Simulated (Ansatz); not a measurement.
**Single-point calculation, with input and output: Ge**

The run: single-point calculation of Ge (R-3m, 2 atoms in the cell). Method and program: DFT PBEsol, scalar-relativistic, plane waves, PAW, no spin polarisation (Ansatz 0.2.0).

The structure derives from an entry of the Crystallography Open Database. It belongs to a series of runs on one base structure; here: ratio of the length along [111] to the lengths across it x 0.85, volume and fractional coordinates fixed. Figures and captions count atoms from 1; the log counts them from 0 in places.

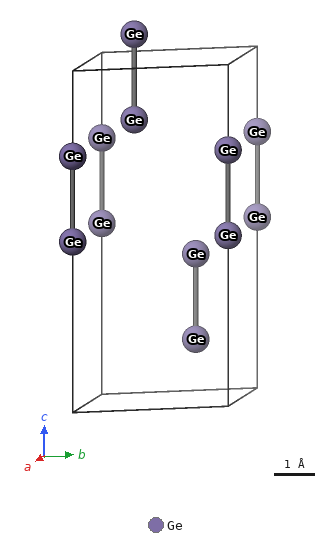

Fig. 1: The structure as given in the input (ball-and-stick view of the cell 3 times as large as that of the calculation, set on its symmetry axes, seen slightly off an axis). An atom can appear more than once, as a periodic image.

Results in brief

- outcome: converged
- space group (tolerance 0.01 Å): R-3m (166)
- electrons treated: 28
- free energy: −8506.5167 eV
- Fermi energy: 8.221 eV
- gap on the k-point mesh: none (metallic)
- pressure: 4.38 GPa
- largest force (length of the vector): 2.776 eV/Å
- hardware: 1 thread of Intel Xeon @ 2.70GHz, 189 GiB of memory available, shared host
- wall time: 32 s
- peak memory: 0.54 GiB

Input file
```yaml
crystal:
  lattice:
    - [-0.2986239683, 2.6876157144, 2.6876157144]
    - [2.6876157144, -0.2986239683, 2.6876157144]
    - [2.6876157144, 2.6876157144, -0.2986239683]
  atoms:
    - { symbol: Ge, position: [0.5, 0.5, 0.5] }
    - { symbol: Ge, position: [0.75, 0.75, 0.75] }
basis:
  ecutwfc: 420
kpoints:
  mp_grid: { grid: [16, 16, 16] }
hamiltonian:
  xc: pbesol
scf:
  occupations: { method: gaussian, width: 0.15 }
output:
  forces: true
  stress: true
  eigenvalues: true
  write_density: true
  write_potential: true
  elf: true
  volumetric_format: npy
```

Command:
```bash
ansatz run input.yaml --threads 1 --pin off --max-ram 2560MiB --backend cpu --events-out ev --progress --plain --runs-dir out
```

What the program printed
```
Engine: ansatz 0.2.0, x86_64-unknown-linux-gnu
Pseudopotentials: kind: paw
Pseudopotential: Ge, paw, valence charge 14, recommended cutoff 420 eV (normal), Ge.paw.azcp
Functional definition: PBEsol
  exchange = pbesol_x
  correlation = pbesol_c
Crystal: 2 atoms, lattice volume = 45.271 Å³
Basis set: ecut = 420 eV, 897 PW (Γ), exchange–correlation on 54×54×54 points (8 copies of the dense FFT grid, shifted against one another)
Bands: 18, of which v1, the nominal top of the filled ones, is band 14 counted from 1 (13 counted from 0)
Symmetry: 12 space group operations
Space group: R-3m (ITA 166), of the structure as read, at distance tolerance 3.6e-5 Å
k-points: 417 of 4096
Non-local potential: Ge, projectors of the file, l = 0: 2, l = 1: 2, l = 2: 3, l = 3: 1
PAW form: soft (Blöchl's): semilocal exchange-correlation on the pseudo side does not see the compensation charge
PAW frozen core: Ge, regenerated for the run's functional, and the local potential with it (the file was generated under x = pbe(κ = 0.804, μ = 0.2195149727645171), c = pbe(β = 0.06672455060314922))
PAW one-centre angular grid: Ge, 590 points (default); XC on 64 Gauss nodes
Initial density: superposition of atomic densities (neutral atoms: chi_scale 0, normalization atom), corrected by the library's trained network
Initial wavefunctions: pseudopotential atomic-orbital guess
Functional: x = pbesol(κ = 0.804, μ = 0.12345679012345678), c = pbesol(β = 0.046)
SCF iter   1: F=—  HF=-8506.518050 eV  |F-HF|=—  |Δ(HF+E_count)|=         —  Δρ=1.76e-3  dr2=1.17e-3  ethr=1.77e-3  ⟨swp⟩=5.3  Hψ=34666  notcnv=0
preconditioner: auto → Kerker (q_TF=auto, 2.518 Å⁻¹)  [metal: Δε(μ)=0.023 eV  Ē_g=23.377 eV  σ=0.150 eV  W_gap=0.08  n_scr=14 (ndim 8)  ℏωp=29.2 eV  f_vac=0.063  D(μ)=0.15/eV (n_scr^D=0)]
SCF iter   2: F=—  HF=-8506.516739 eV  |F-HF|=—  |Δ(HF+E_count)|=   1.31e-3  Δρ=1.30e-3  dr2=6.55e-4  ethr=4.19e-6  ⟨swp⟩=3.0  Hψ=16548  notcnv=0
SCF iter   3: F=—  HF=-8506.516881 eV  |F-HF|=—  |Δ(HF+E_count)|=   1.42e-4  Δρ=9.07e-4  dr2=1.46e-4  ethr=2.34e-6  ⟨swp⟩=2.0  Hψ=13352  notcnv=0
SCF iter   4: F=—  HF=-8506.516660 eV  |F-HF|=—  |Δ(HF+E_count)|=   2.22e-4  Δρ=1.92e-4  dr2=2.29e-5  ethr=5.22e-7  ⟨swp⟩=2.0  Hψ=13349  notcnv=0
SCF iter   5: F=—  HF=-8506.516675 eV  |F-HF|=—  |Δ(HF+E_count)|=   1.57e-5  Δρ=1.73e-4  dr2=8.37e-6  ethr=8.17e-8  ⟨swp⟩=2.0  Hψ=13348  notcnv=0
SCF iter   6: F=—  HF=-8506.516676 eV  |F-HF|=—  |Δ(HF+E_count)|=   3.15e-7  Δρ=8.45e-5  dr2=1.52e-6  ethr=2.99e-8  ⟨swp⟩=2.6  Hψ=12490  notcnv=0
SCF iter   7: F=-8506.516674 eV  HF=-8506.516675 eV  |F-HF|=9.12e-8  |Δ(HF+E_count)|=   1.01e-6  Δρ=1.54e-5  dr2=5.74e-8  ethr=3.57e-10  ⟨swp⟩=6.2  Hψ=46617  notcnv=0
SCF 1 converged in 7 iterations: F = -8506.516674 eV  dr2 = 5.74e-8
  greatest PAW one-centre occupation: 0.998 electrons in one spin orbital (limit 2), on the Ge atom at site 1 (counted from 0), in its partial waves of l = 2
```

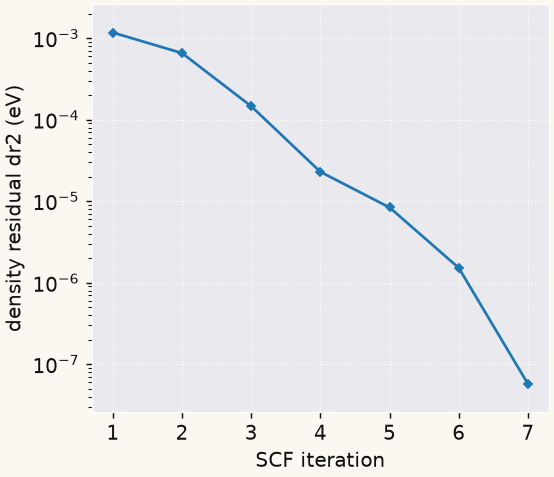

Fig. 2: Convergence of the self-consistent field: density residual dr2 against the SCF iteration. The residual falls at every step.

```
SCF converged after 7 iterations
Free energy (F): -8506.516674 eV
Harris-Foulkes:  -8506.516675 eV  (|F-HF|=9.12e-8)
Internal energy: -8506.514953 eV  (E = F + TS)
E sigma→0 (E₀):  -8506.515814 eV
Entropy (-TS):   -0.001721 eV (-0.861 meV/atom)
Fermi energy:    8.221482 eV
--- Per-component energies (eV) ---
  E_band       = -303.620937
  E_kinetic    = 223.918723
  E_local      = -4976.749751  (includes V_loc(G=0)·N_el)
  E_nonlocal   = 840.247866
  E_hartree    = 2182.265449
  E_xc         = -150.352005
  E_vxc        = -129.961793  (∫ρ·V_xc dr)
  E_paw        = -3957.680548  (= ΣΔE_a)
  E_vpaw       = -625.593465  (= ΣTr[D̂ρ^β])
  E_aug_tail   = 0.000572  (compensation charges beyond the density's cutoff)
  E_ewald      = -2670.001133
  E_core_change = 1.835872  (= ΣΔE_core)
  E_smearing   = -0.001721  (= −TS)
  E_closure    = -0.000000  (closes the sum)
  Σ components = -8506.516674   (vs F -8506.516674, Δ=0.00e0)
--- Forces (eV/Å), atoms counted from 1 ---
  atom   1  Ge    -1.60291172    -1.60291172    -1.60291172
  atom   2  Ge     1.60291172     1.60291172     1.60291172
  max |Σ_I F_I| component: 2.22e-16 eV/Å
--- Stress (GPa, compression-positive) ---
        4.383550      11.108826      11.108826
       11.108826       4.383550      11.108826
       11.108826      11.108826       4.383550
  P = ⅓ Tr σ = 4.3835 GPa (43.835 kbar)
--- Band table (eV; the first three rows and the last of 417) ---
  k-point 0: bands = ["-16.5929", "-16.4111", "-16.4111", "-16.3670", "-16.3670", "-16.2102", "-16.2102", "-16.1315", "-16.1315", "-16.0357", "-4.4738", "7.8596", "8.2826", "8.4551", "8.4551", "10.1613", "10.1613", "13.5305"]
  k-point 1: bands = ["-16.5929", "-16.4115", "-16.4097", "-16.3677", "-16.3664", "-16.2105", "-16.2090", "-16.1332", "-16.1316", "-16.0353", "-4.4308", "7.0134", "8.1851", "8.3781", "8.8994", "10.2758", "10.6347", "13.4798"]
  k-point 2: bands = ["-16.5928", "-16.4126", "-16.4061", "-16.3696", "-16.3642", "-16.2114", "-16.2052", "-16.1379", "-16.1321", "-16.0341", "-4.3033", "5.8282", "7.9713", "8.2003", "9.1892", "10.5544", "11.5842", "13.5229"]
  k-point 416: bands = ["-16.5554", "-16.4193", "-16.4193", "-16.2998", "-16.2998", "-16.2549", "-16.2549", "-16.1261", "-16.1261", "-16.0879", "-1.1070", "0.1587", "6.2578", "6.2578", "7.4341", "11.5865", "11.5865", "14.5676"]
```

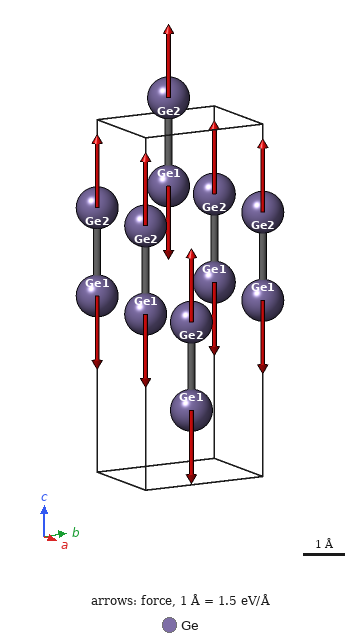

Fig. 3: Forces on the atoms as red arrows (ball-and-stick view of the cell 3 times as large as that of the calculation, set on its symmetry axes, seen slightly off an axis; atoms are numbered from 1 in the order of the input). The largest act on Ge1, Ge2 (2.78 eV/Å). The geometry is not a stationary point of this energy.

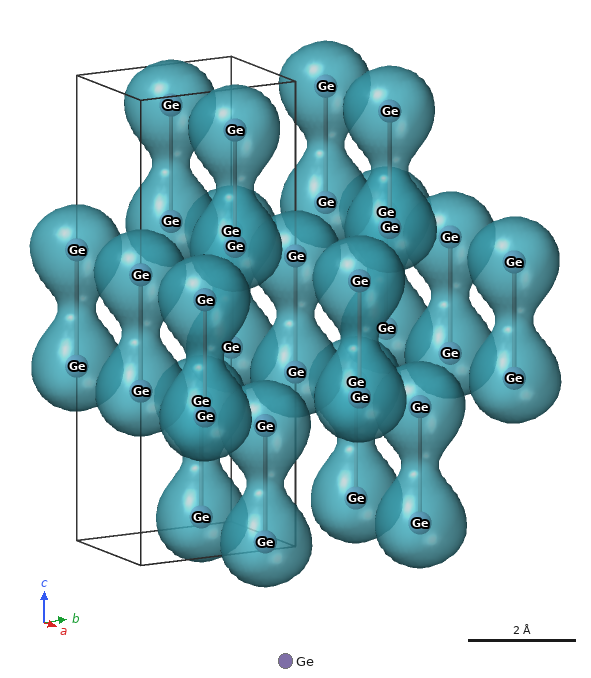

Fig. 4: Isosurface of the valence pseudo-density at 0.6 e/Å³ (cyan), seen slightly off an axis. Sticks mark near contacts. The outline is the cell set on symmetry axes. At this value the density breaks into separate islands; it holds about 75 % of the electrons treated as valence (semicore included). On the grid the lowest density along these lines, outside the cores, is 0.73 e/Å³ (Ge–Ge, 2.20 Å). Core electrons are frozen (PAW), so the fields are smoothed inside the atomic spheres.

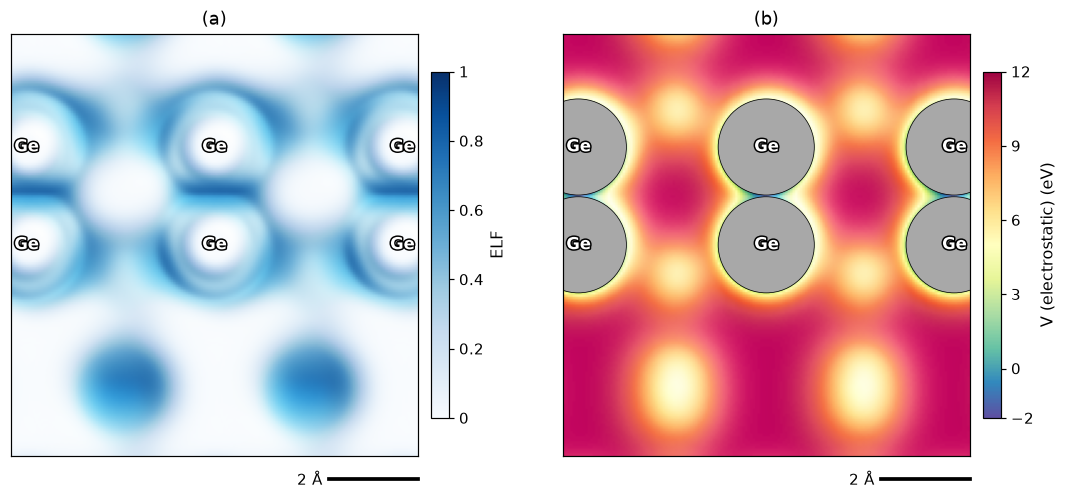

Fig. 5: (a) electron localisation function; (b) electrostatic potential (local pseudopotential plus Hartree) felt by an electron on the (100) plane of the conventional cell. Grey discs, where drawn, cover atomic cores. Ge–Ge (2.20 Å): the ELF peaks at about 0.70 between the atoms (a covalent bond). Outside the cores the potential energy rises away from the atoms and is highest about 2.5 Å from the nearest atoms; outside the discs it spans about 13 eV, and its zero is arbitrary.
